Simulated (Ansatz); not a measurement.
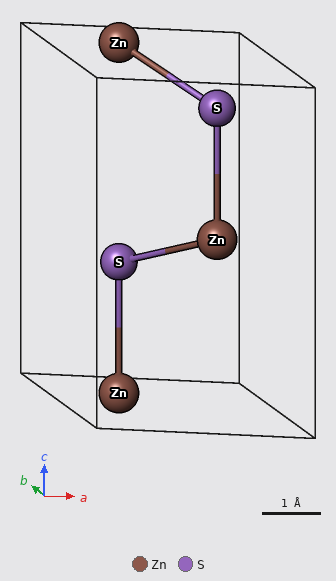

Normal modes of solid ZnS, at the zone centre. A ball-and-stick model of the cell of the calculation, seen slightly off an axis.

Computed with DFT PBE, scalar-relativistic, plane waves, PAW in Ansatz 0.2.0. (plane-wave cutoff 420 eV; k-point mesh 12 × 12 × 6; occupations fixed; no spin polarisation)

Frequencies are those without the non-analytic (LO–TO) term.

Which optical modes does it have, at what frequencies, and is it stable there?

The calculation's cell holds 4 atoms, so there are 9 optical modes, in 6 levels. The optical modes span 2E₂ + 2B₁ + A₁ + E₁. No level is unstable.

| level | symmetry | frequency (cm⁻¹) | activity |
| --- | --- | --- | --- |
| 1 | E₂ | 70 | Raman-active |
| 2 | B₁ | 188 | silent |
| 3 | A₁ | 257 | infrared- and Raman-active |
| 4 | E₁ | 263 | infrared- and Raman-active |
| 5 | E₂ | 268 | Raman-active |
| 6 | B₁ | 321 | silent |

The displacement patterns (one member of each degenerate set):

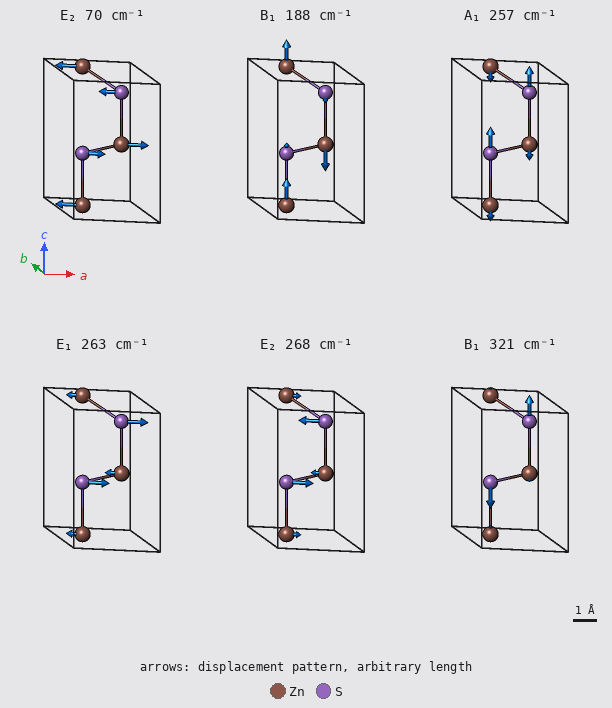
